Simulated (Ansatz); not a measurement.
Zn₅O

```
Zn O
1.0
     6.05787    0.00000    0.00000
     0.00000    6.05787    0.00000
     0.00000    0.00000    2.86754
Zn O
5 1
Direct
  0.27998 0.27998 0.50000
  0.72002 0.72002 0.50000
  0.27998 0.72002 0.50000
  0.72002 0.27998 0.50000
  0.00000 0.00000 0.50000
  0.50000 0.50000 0.00000
```

Space group P4/mmm; a structure generated by program, which may or may not match a known phase.

All numbers below come from DFT PBE, scalar-relativistic, plane waves, PAW (Ansatz).

Core electrons are frozen (PAW), and the valence fields are smoothed inside the atomic spheres.

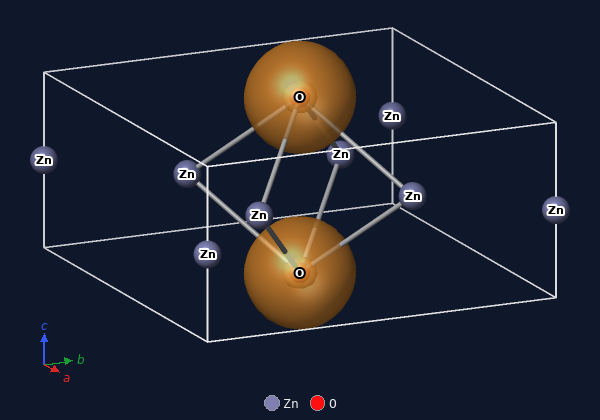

Figure 1. Isosurface of the ELF at 0.6 (orange), seen at an oblique angle. Only the valence region is drawn (cores and ρ < 0.01 e/Å³ removed). Sticks mark near contacts.

**What do the ELF domains correspond to?**

At this value the surface marks out one region wrapped around O (its valence shell), counted in one cell of 6 atoms. Any copies at cell faces, edges or corners count once. Profiles from the grid: Zn–O (2.37 Å): the ELF is about 0.15 at the midpoint: no localised pair shows between them.

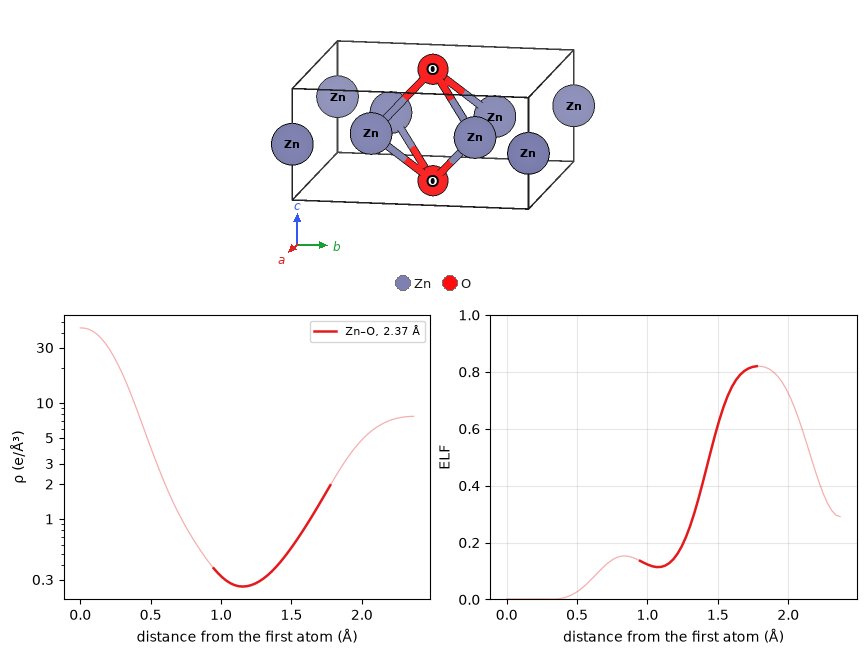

Figure 2. Valence pseudo-density and electron localisation function along straight lines between neighbouring atoms. Thin, pale parts lie inside the atomic spheres. The structure is drawn too.

**What can be read from the curves?**

Zn–O (2.37 Å): ρ at the midpoint is about 0.26 e/Å³; the ELF is about 0.15 at the midpoint (no shared electron pair shows on this line).

**Does the calculation give a band gap?**

It is metallic or semimetallic at this level of theory: no gap opens.
